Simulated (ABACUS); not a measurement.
**Single-point calculation at one volume of an equation of state of C (part 2 of 2)**

Continued. System: C (P6₃/mmc, 4 atoms in the cell). Method: Kohn-Sham DFT of a periodic cell, PBE, PseudoDojo NC SR 0.4.1 PBE standard, no spin polarisation (ABACUS 3.10.1); cutoff 1360.57 eV, 12×12×7 k-mesh, fermi-dirac of 0.05 eV. The structure derives from an entry of the Crystallography Open Database. It belongs to a series of runs on one base structure; here: volume scaled by 1.04. The settings are looser than a standard set-up, so the numbers are not reference values.

Geometry of the input (Å; fractional positions):
```
2.5553  0.0000  0.0000
-1.2776  2.2129  0.0000
0.0000  0.0000  4.1728
C  0.6667  0.3333  0.9375
C  0.3333  0.6667  0.4375
C  0.6667  0.3333  0.5625
C  0.3333  0.6667  0.0625
```

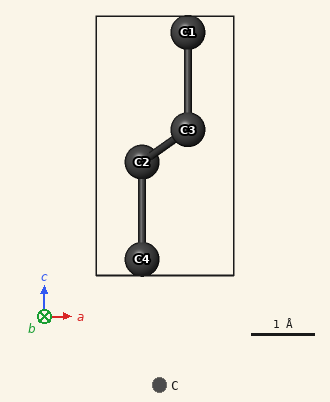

*The structure as given in the input (ball-and-stick view of the cell of the calculation, along the b axis; atoms are numbered from 1 in the order of the input).*

### What the program printed, continued
```
----------------------------------------------------------
     Energy           Rydberg                 eV
----------------------------------------------------------
 E_KohnSham     -47.8910787477       -651.5915543358
 E_Harris       -47.7697094072       -649.9402397426
 E_Fermi        1.0999728719         14.9658987028
----------------------------------------------------------

 LCAO ALGORITHM --------------- ION=   1  ELEC=   3--------------------------------

 Density error is 0.000848960818306
----------------------------------------------------------
     Energy           Rydberg                 eV
----------------------------------------------------------
 E_KohnSham     -47.8910984451       -651.5918223325
 E_Harris       -47.8855237098       -651.5159741668
 E_Fermi        1.1138165358         15.1542514131
----------------------------------------------------------

 LCAO ALGORITHM --------------- ION=   1  ELEC=   4--------------------------------

 Density error is 1.23920054214e-05
----------------------------------------------------------
     Energy           Rydberg                 eV
----------------------------------------------------------
 E_KohnSham     -47.8910984797       -651.5918228027
 E_Harris       -47.8911337145       -651.5923021974
 E_Fermi        1.1144950641         15.1634832642
----------------------------------------------------------

 LCAO ALGORITHM --------------- ION=   1  ELEC=   5--------------------------------

 Density error is 2.92144601805e-06
----------------------------------------------------------
     Energy           Rydberg                 eV
----------------------------------------------------------
 E_KohnSham     -47.8910984797       -651.5918228026
 E_Harris       -47.8910777160       -651.5915402989
 E_Fermi        1.1144890074         15.1634008592
----------------------------------------------------------

 LCAO ALGORITHM --------------- ION=   1  ELEC=   6--------------------------------

 Density error is 1.92719376527e-07
----------------------------------------------------------
     Energy           Rydberg                 eV
----------------------------------------------------------
 E_KohnSham     -47.8910984797       -651.5918228026
 E_Harris       -47.8910984715       -651.5918226912
 E_Fermi        1.1144914634         15.1634342750
----------------------------------------------------------

 LCAO ALGORITHM --------------- ION=   1  ELEC=   7--------------------------------

 Density error is 1.21908116546e-08
----------------------------------------------------------
     Energy           Rydberg                 eV
----------------------------------------------------------
 E_KohnSham     -47.8910984797       -651.5918228026
 E_KS(sigma->0) -47.8910984797       -651.5918228026
 E_Harris       -47.8910985035       -651.5918231274
 E_band         4.1832825862         56.9164795165
 E_one_elec     16.1798981590        220.1388080227
 E_Hartree      3.2765673810         44.5799862624
 E_xc           -16.9374346310       -230.4456204845
 E_Ewald        -50.4101293887       -685.8649966031
 E_entropy(-TS) 0.0000000000         0.0000000000
 E_descf        0.0000000000         0.0000000000
 E_exx          0.0000000000         0.0000000000
 E_Fermi        1.1144914395         15.1634339499
----------------------------------------------------------

 charge density convergence is achieved
 final etot is -651.5918228 eV
 EFERMI = 15.16343395 eV

 STATE ENERGY(eV) AND OCCUPATIONS    NSPIN == 1
 1/76 kpoint (Cartesian) = 0.0000 0.0000 0.0000 (685 pws)
       1       -8.44068     0.00198413
       2       -3.04829     0.00198413
       3      -0.228986     0.00198413
       4        9.20359     0.00198413
       5        9.20359     0.00198413
       6        11.9899     0.00198413
       7        12.4346     0.00198413
       8        12.4346     0.00198413
       9        18.0471    1.77893e-28
      10        18.0471    1.77893e-28
      11        18.9169    4.96037e-36
      12        21.7388    1.53122e-60

 2/76 kpoint (Cartesian) = -0.032612 0.018829 0.0000 (675 pws)
       1       -8.27264      0.0119048
       2       -2.89744      0.0119048
       3      -0.100303      0.0119048
       4        8.39905      0.0119048
       5        8.87851      0.0119048
       6        11.7156      0.0119048
       7        11.7246      0.0119048
       8        12.1334      0.0119048
       9        18.2811    9.91220e-30
      10        18.5008    1.22316e-31
      11        19.2364    4.99043e-38
      12        22.2872    1.58367e-64

 3/76 kpoint (Cartesian) = -0.065224 0.037657 0.0000 (671 pws)
       1       -7.77269      0.0119048
       2       -2.44784      0.0119048
       3       0.271651      0.0119048
       4        6.54207      0.0119048
       5        8.13789      0.0119048
       6        10.0513      0.0119048
       7        10.9794      0.0119048
       8        11.4204      0.0119048
       9        18.6689    4.24153e-33
      10        19.5554    8.45716e-41
      11        19.9189    5.89693e-44
      12        23.5747    1.03845e-75

 4/76 kpoint (Cartesian) = -0.097836 0.056486 0.0000 (659 pws)
       1       -6.95467      0.0119048
       2       -1.70946      0.0119048
       3       0.807980      0.0119048
       4        4.43545      0.0119048
       5        7.34345      0.0119048
       6        8.03778      0.0119048
       7        9.90661      0.0119048
       8        10.6222      0.0119048
       9        19.0449    2.30168e-36
      10        20.6946    1.07860e-50
      11        20.7250    5.86679e-51
      12        24.1089    2.37861e-80

 5/76 kpoint (Cartesian) = -0.13045 0.075314 0.0000 (662 pws)
       1       -5.84946      0.0119048
       2      -0.704241      0.0119048
       3       0.948295      0.0119048
       4        2.95400      0.0119048
       5        6.01759      0.0119048
       6        6.70002      0.0119048
       7        8.63737      0.0119048
       8        9.95603      0.0119048
       9        19.4332    9.74483e-40
      10        21.5926    1.70741e-58
      11        21.6093    1.22305e-58
      12        24.3960    7.63080e-83

 6/76 kpoint (Cartesian) = -0.16306 0.094143 0.0000 (660 pws)
       1       -4.54736      0.0119048
       2      -0.401113      0.0119048
       3       0.507836      0.0119048
       4        3.25371      0.0119048
       5        4.17202      0.0119048
       6        6.29317      0.0119048
       7        7.40393      0.0119048
       8        9.52748      0.0119048
       9        19.7753    1.04207e-42
      10        22.1335    3.42213e-63
      11        22.4378    7.78745e-66
      12        24.6081    1.09842e-84

[... levels at 70 further k points ...]

 correction force for each atom along direction 1 is -3.95517e-16
 correction force for each atom along direction 2 is -3.03230e-15
 correction force for each atom along direction 3 is 6.14613e-15
------------------------------------------------------------------------------------------
 TOTAL-FORCE (eV/Angstrom)
------------------------------------------------------------------------------------------
                        C1         0.0000000000         0.0000000000        -0.0951472851
                        C2         0.0000000000         0.0000000000        -0.0951472851
                        C3         0.0000000000         0.0000000000         0.0951472851
                        C4         0.0000000000         0.0000000000         0.0951472851
------------------------------------------------------------------------------------------

----------------------------------------------------------------
 TOTAL-STRESS (KBAR)
----------------------------------------------------------------
         1.1205857190         0.0000000000        -0.0000000000
         0.0000000000         1.1205857190        -0.0000000000
         0.0000000000         0.0000000000       225.6483089615
----------------------------------------------------------------
 TOTAL-PRESSURE: 75.963160 KBAR

 --------------------------------------------
 !FINAL_ETOT_IS -651.5918228025941517 eV
 --------------------------------------------
```

### Standard output
```
ABACUS v3.10.1

               Atomic-orbital Based Ab-initio Computation at UStc

 UNIFORM GRID DIM        : 32 * 32 * 54
 UNIFORM GRID DIM(BIG)   : 8 * 8 * 27
 ---------------------------------------------------------
 Self-consistent calculations for electrons
 ---------------------------------------------------------
 SPIN    KPOINTS         PROCESSORS  THREADS     NBASE
 1       76              4           4           16
 ---------------------------------------------------------
 Use Systematically Improvable Atomic bases
 ---------------------------------------------------------
 ELEMENT ORBITALS        NBASE       NATOM       XC
 C       1s1p-6au        4           4
 ---------------------------------------------------------
 Initial plane wave basis and FFT box
 ---------------------------------------------------------
 -------------------------------------------
 SELF-CONSISTENT :
 -------------------------------------------
 START CHARGE      : atomic
 ITER       ETOT/eV          EDIFF/eV         DRHO     TIME/s
 GE1     -6.51607763e+02   0.00000000e+00   6.5365e-02   0.19
 GE2     -6.51591554e+02   1.62087005e-02   2.2252e-02   0.17
 GE3     -6.51591822e+02  -2.67996632e-04   8.4896e-04   0.17
 GE4     -6.51591823e+02  -4.70245058e-07   1.2392e-05   0.16
 GE5     -6.51591823e+02   1.22583011e-10   2.9214e-06   0.17
 GE6     -6.51591823e+02  -4.73704064e-12   1.9272e-07   0.16
 GE7     -6.51591823e+02   3.86697195e-13   1.2191e-08   0.17
----------------------------------------------------------------
 TOTAL-STRESS (KBAR)
----------------------------------------------------------------
         1.1205857190         0.0000000000        -0.0000000000
         0.0000000000         1.1205857190        -0.0000000000
         0.0000000000         0.0000000000       225.6483089615
----------------------------------------------------------------
 TOTAL-PRESSURE: 75.963160 KBAR
```

### File mulliken.txt
```
 0
CALCULATE THE MULLIkEN ANALYSIS FOR EACH ATOM
 Total charge:	16
Decomposed Mulliken populations
0                              Zeta of C              Spin 1
s                                      0              1.1042
SUM OVER M+Zeta                                       1.1042

pz                                     0              0.9673
px                                     0              0.9615
py                                     0              0.9683
SUM OVER M                                            2.8970
SUM OVER M+Zeta                                       2.8970

SUM OVER M+Zeta+L                                     4.0012

Total Charge on atom:                  C              4.0012


1                              Zeta of C              Spin 1
s                                      0              1.1051
SUM OVER M+Zeta                                       1.1051

pz                                     0              0.9634
px                                     0              0.9613
py                                     0              0.9690
SUM OVER M                                            2.8937
SUM OVER M+Zeta                                       2.8937

SUM OVER M+Zeta+L                                     3.9988

Total Charge on atom:                  C              3.9988


2                              Zeta of C              Spin 1
s                                      0              1.1051
SUM OVER M+Zeta                                       1.1051

pz                                     0              0.9634
px                                     0              0.9613
py                                     0              0.9690
SUM OVER M                                            2.8937
SUM OVER M+Zeta                                       2.8937

SUM OVER M+Zeta+L                                     3.9988

Total Charge on atom:                  C              3.9988


3                              Zeta of C              Spin 1
s                                      0              1.1042
SUM OVER M+Zeta                                       1.1042

pz                                     0              0.9673
px                                     0              0.9615
py                                     0              0.9683
SUM OVER M                                            2.8970
SUM OVER M+Zeta                                       2.8970

SUM OVER M+Zeta+L                                     4.0012

Total Charge on atom:                  C              4.0012
```

### Summary

- outcome: converged
- space group (tolerance 0.01 Å): P6₃/mmc (194)
- electrons treated: 16
- free energy: −651.5918 eV
- Fermi energy: 15.163 eV
- gap on the k-point mesh: 5.61 eV
- pressure: 7.60 GPa
- largest force (length of the vector): 0.095 eV/Å
- wall time: 1.8 s (CPU time 7.1 s)
- peak memory: 0.4 GiB

### Notes

Settings chosen away from the usual ones: volume scaled by 1.04. The settings depart from the standard set-up of this series, which can bear on the numbers. Points of doubt noted for this run: home made orbitals.
